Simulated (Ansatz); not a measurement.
WS$_{2}$: geometry relaxation (part 2 of 2)

Continued. System: WS$_{2}$ (P-6m2, 3 atoms in the cell). Method: DFT r2SCAN, scalar-relativistic, plane waves, PAW, no spin polarisation (Ansatz 0.2.0); cutoff 500 eV, 12×12×2 k-mesh, Gaussian smearing of 0.02 eV. The structure derives from a Materials Project entry.

Geometry of the input (Å; fractional positions):
```
3.1835  0.0000  0.0000
-1.5918  2.7570  0.0000
0.0000  0.0000  16.9506
W  0.3333  0.6667  0.0000
S  0.6667  0.3333  0.9080
S  0.6667  0.3333  0.0920
```

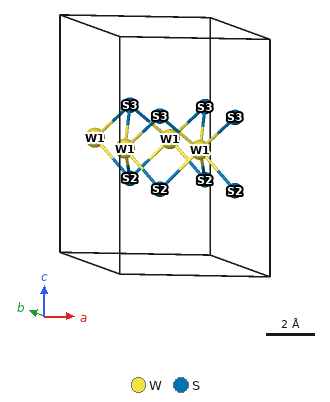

Figure 1. The geometry at step 3 of the log (ball-and-stick view of the 2 × 2 repeat of the cell, with the vacuum cut short, seen slightly off an axis; atoms are numbered from 1 in the order of the input).

```
basis re-selected at this cell: Δ(F+E_penalty+E_count) = +2.879e-5 eV, ΔP = -0.000 GPa vs the last step (what re-selecting the basis moved, of the pressure what is left beyond the Pulay correction that the steps carried, after the strain that the cell walked since its last selection, with what the two solves' SCF thresholds leave and, on support functions, any second-order correction that the steps lacked; it is no measure of the basis error at this ecutwfc). This SCF's stress stands 2.93e-3 GPa from its target on what of the cell is left free (relax.cell.stress_tol is 5.00e-2 GPa) and its largest allowed force component is 8.70e-4 eV/Å (relax.f_tol is 5.00e-3 eV/Å): within both
WARN: The output density's exchange-correlation potential varies sharply where the density is thin. Do not read a vacuum level from v_tot or v_xc, or from such a field of the output density. On a cell that repeats whose density bears no net charge and no dipole along the vacuum's axis use v_es (v_loc + v_h of the components); under efield.dipole_correction with no amplitude use v_es + v_field, which holds any external_charges[].barrier, or the levels of the report's work_function block, which leave it out; under a non-zero efield.amplitude the vacuum is tilted and has no level; on a cell that repeats and bears such a dipole with no correction it is tilted too, and efield.dipole_correction with no amplitude gives each side of its ramp a level where efield: is served; in a cell that repeats whose density bears a net charge (total_charge, or a fill off its count) it is curved and has none; of a slab under crystal.periodic whose density bears no net charge use v_es, which has a level on each side, short of where the two are joined; of another it falls or rises all the way out and has none; of a slab beside external_charges read slab_vacuum_level instead, which it has where they leave it neutral. The grid or the basis barely resolves most such structure, and the values can differ between equally converged runs; as a rule a tighter scf.convergence.dr2_threshold does not remove it. Where the density itself ripples (under the LDA too) a higher basis.ecutwfc lessens it. The files hold the spikes' plane waves up to the density's cutoff. Files: v_tot_of_output_density and the like, and their columns of v_z.tsv (output.write_potential); v_xc_of_output_density and the like, and their columns of v_comp_z.tsv (output.write_potential_components). Measured: with its Gaussian average of σ = 0.25 Å subtracted twice, the exchange-correlation potential is over 0.1 eV at 1172 of the grid points where the equally averaged density (valence and model cores) is under 1e-3 e/Å³, and 0.935 eV at the most among them, at an averaged density of 8.3e-9 e/Å³. The input density's (outcome.potential() and, of a run that writes arrays, v_tot and v_xc) is over 0.1 eV, so measured, at 1172 points of its own thin density, 0.897 eV at the most. See output.write_potential in the manual, Limitations
SCF converged after 5 iterations
Free energy (F): -12211.613754 eV
Harris-Foulkes:  -12211.613754 eV  (|F-HF|=1.82e-12)
Internal energy: -12211.613754 eV  (E = F + TS)
E sigma→0 (E₀):  -12211.613754 eV
Fermi energy:    1.074457 eV
--- Per-component energies (eV) ---
  E_band       = -487.499538
  E_kinetic    = 666.307773
  E_local      = -12421.781050  (includes V_loc(G=0)·N_el)
  E_nonlocal   = 57.703677
  E_hartree    = 5890.623519
  E_xc         = -433.092880
  E_vxc        = -449.906562  (∫ρ·V_xc dr)
  E_paw        = -9812.183465  (= ΣΔE_a)
  E_vpaw       = -143.573124  (= ΣTr[D̂ρ^β])
  E_aug_tail   = -0.000047  (compensation charges beyond the density's cutoff)
  E_vtau       = 22.502442  (kinetic-family band-sum trace: ∫τ·v_τ [+ j·A + Jᵃ·Aᵃ] dr)
  E_ewald      = 3841.616201
  E_core_change = -0.807482  (= ΣΔE_core)
  E_smearing   = -0.000000  (= −TS)
  E_closure    = 0.000000  (closes the sum)
  Σ components = -12211.613754   (vs F -12211.613754, Δ=0.00e0)
--- Forces (eV/Å), atoms counted from 1 ---
  atom   1  W      0.00000000     0.00000000     0.00000000
  atom   2  S      0.00000000    -0.00000000    -0.00087024
  atom   3  S      0.00000000    -0.00000000     0.00087024
  max |Σ_I F_I| component: 1.39e-17 eV/Å
--- Stress (GPa, compression-positive) ---
        0.000274       0.000000       0.000000
        0.000000       0.000274       0.000000
        0.000000       0.000000       0.002926
  P = ⅓ Tr σ = 0.0012 GPa (0.012 kbar)
--- Band table (eV; the first three rows and the last of 38) ---
  k-point 0: bands = ["-75.7691", "-39.4037", "-39.2482", "-39.2482", "-15.3835", "-13.6337", "-6.4997", "-2.9482", "-2.9482", "-2.0931", "-1.6598", "-1.6598", "0.1270", "3.2009", "3.2009", "3.3595", "3.3595"]
  k-point 1: bands = ["-75.7691", "-39.4036", "-39.2482", "-39.2482", "-15.3835", "-13.6338", "-6.4997", "-2.9482", "-2.9482", "-2.0931", "-1.6598", "-1.6598", "0.1270", "3.2009", "3.2009", "3.3595", "3.3595"]
  k-point 2: bands = ["-75.7678", "-39.3991", "-39.2728", "-39.2539", "-15.2641", "-13.5916", "-6.3585", "-3.2483", "-2.8328", "-2.5436", "-1.8442", "-1.4141", "0.0590", "3.0940", "3.1223", "3.2519", "3.4227"]
  k-point 37: bands = ["-75.7478", "-39.5154", "-39.4796", "-39.3270", "-12.8592", "-12.7283", "-5.9008", "-5.4813", "-4.5693", "-3.9698", "-3.2876", "-2.3801", "0.0987", "2.0220", "3.7309", "4.4228", "6.0223"]
--- Relaxed structure (3 steps of the walk, 3 accepted, 1 SCFs on fresh bases) ---
  F+E_penalty+E_count = -12211.61375432 eV   max|allowed force component| = 8.702e-4 eV/Å   (the final SCF, on the basis selected at the relaxed cell)
  cell:  # Å, volume = 148.5500 Å³
    - [3.1810953878737536, 0.0, 0.0]
    - [-1.5905476939368768, 2.754909417760183, 0.0]
    - [0.0, 0.0, 16.950740000053663]
  atoms:
    - { symbol: W, position: [0.3333333333333333, 0.6666666666666666, 0.0] }
    - { symbol: S, position: [0.6666666666666667, 0.3333333333333334, 0.9080224902869689] }
    - { symbol: S, position: [0.6666666666666667, 0.3333333333333334, 0.09197750971303104] }
```

Trajectory as extended XYZ (Å, eV, eV/Å), 4 frames, from step=1 to step=4
```
3
Lattice="3.1835 0.0000 0.0000 -1.5918 2.7570 0.0000 0.0000 0.0000 16.9506" Properties=species:S:1:pos:R:3:forces:R:3 step=1 energy=-12211.61367 pressure_GPa=-0.10
W     0.0000    1.8380    0.0000    0.0000   0.0000   0.0000
S     1.5918    0.9190   15.3911    0.0000   0.0000   0.0239
S     1.5918    0.9190    1.5595    0.0000   0.0000  -0.0239
3
Lattice="3.1795 0.0000 0.0000 -1.5897 2.7535 0.0000 0.0000 0.0000 16.9508" Properties=species:S:1:pos:R:3:forces:R:3 step=2 energy=-12211.61377 pressure_GPa=0.04
W     0.0000    1.8357    0.0000    0.0000   0.0000   0.0000
S     1.5897    0.9178   15.3910    0.0000   0.0000   0.0010
S     1.5897    0.9178    1.5597    0.0000   0.0000  -0.0010
3
Lattice="3.1811 0.0000 0.0000 -1.5905 2.7549 0.0000 0.0000 0.0000 16.9507" Properties=species:S:1:pos:R:3:forces:R:3 step=3 energy=-12211.61378 pressure_GPa=0.00
W     0.0000    1.8366    0.0000    0.0000   0.0000   0.0000
S     1.5905    0.9183   15.3917    0.0000   0.0000  -0.0009
S     1.5905    0.9183    1.5591    0.0000   0.0000   0.0009
3
Lattice="3.1811 0.0000 0.0000 -1.5905 2.7549 0.0000 0.0000 0.0000 16.9507" Properties=species:S:1:pos:R:3:forces:R:3 step=4 energy=-12211.61375 pressure_GPa=0.00
W     0.0000    1.8366    0.0000    0.0000   0.0000   0.0000
S     1.5905    0.9183   15.3917    0.0000   0.0000  -0.0009
S     1.5905    0.9183    1.5591    0.0000   0.0000   0.0009
```

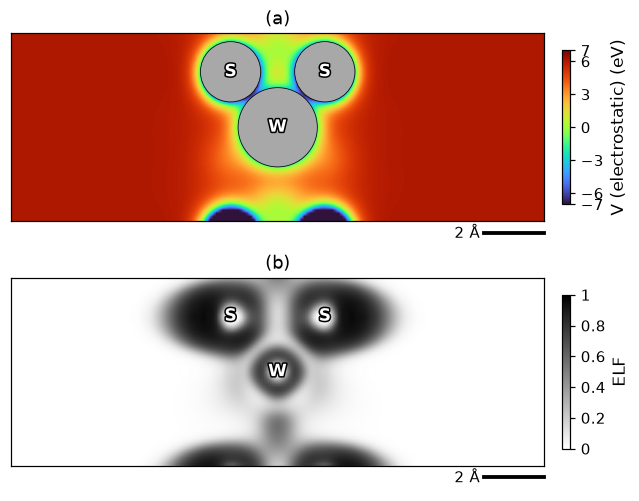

Figure 2. (a) electrostatic potential energy of an electron; (b) electron localisation function on the (110) plane of the conventional cell. Grey discs, where drawn, cover atomic cores. Atoms in the plane: W and S. W–S (2.41 Å): the ELF is about 0.50 at the midpoint. The ELF has a maximum of about 0.55 in the space between the atoms. The strong features right at W lie inside the PAW spheres (semicore, d or f shells) and say nothing about bonding. Outside the cores the potential energy rises away from the atoms and is highest about 2.7 Å from the nearest atoms; outside the discs it spans about 13 eV, and its zero is arbitrary. In a PAW calculation such maps are meaningful between the atoms, not at the nuclei.

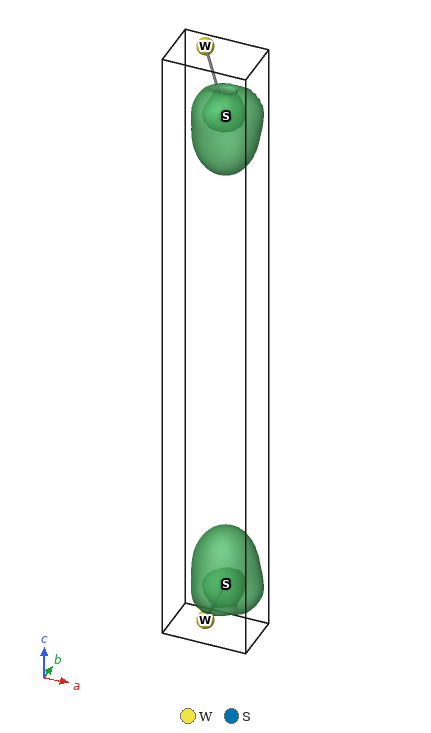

Figure 3. Isosurface of the electron localisation function at 0.75 (green), seen slightly off an axis. Core shells and regions of very low density are left out. Sticks mark near contacts. The outline is the cell set on symmetry axes. Profiles from the grid: W–S (2.41 Å): the ELF is about 0.50 at the midpoint.
